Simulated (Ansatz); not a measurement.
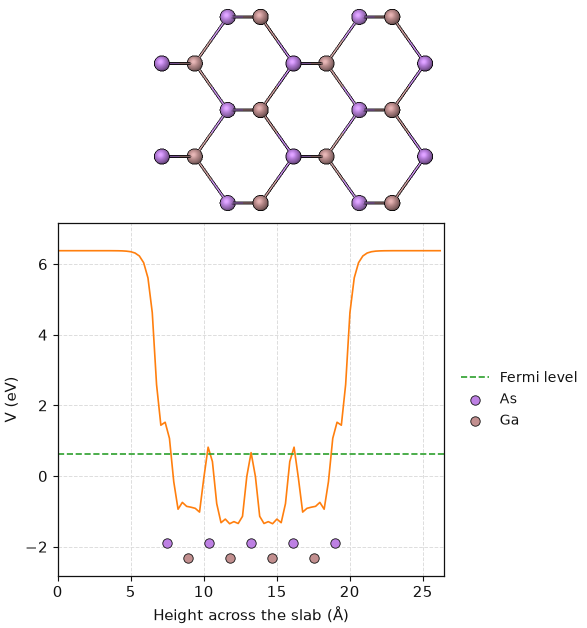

Plane-averaged electrostatic potential energy of an electron across the slab; circles at the bottom mark the heights of the atoms. The structure is drawn too.

Input of the run:

```
crystal:
  lattice:
    - [4.0626003765, 0.0, 0.0]
    - [0.0, 4.0626003765, 0.0]
    - [0.0, 0.0, 26.4907691018]
  atoms:
    - { symbol: As, position: [0.0, 0.5, 0.2831174879] }
    - { symbol: Ga, position: [0.5, 0.5, 0.3373381159] }
    - { symbol: As, position: [0.5, 0.0, 0.3915587439] }
    - { symbol: Ga, position: [0.0, 0.0, 0.445779372] }
    - { symbol: As, position: [0.0, 0.5, 0.5] }
    - { symbol: Ga, position: [0.5, 0.5, 0.554220628] }
    - { symbol: As, position: [0.5, 0.0, 0.6084412561] }
    - { symbol: Ga, position: [0.0, 0.0, 0.6626618841] }
    - { symbol: As, position: [0.0, 0.5, 0.7168825121] }
basis:
  ecutwfc: 420
kpoints:
  mp_grid: { grid: [9, 9, 1] }
hamiltonian:
  xc: pbe
scf:
  occupations: { method: gaussian, width: 0.05 }
output:
  forces: true
  stress: true
  eigenvalues: true
  write_density: true
  write_potential: true
  elf: true
  volumetric_format: npy
efield:
  axis: 3
  dipole_correction: true
  ramp_width: 0.04
```

Launched with:
```bash
ansatz run input.yaml --threads 1 --pin off --max-ram 2560MiB --backend cpu --events-out ev --progress --plain --runs-dir out
```

> What is the work function?

The work function is 5.77 eV, the same on both faces. The two vacuum levels agree, so the slab has no net dipole along its normal.

> How thick are slab and vacuum?

The outermost atoms are 11.5 Å apart, which leaves 15.0 Å of vacuum in a cell 26.5 Å high.
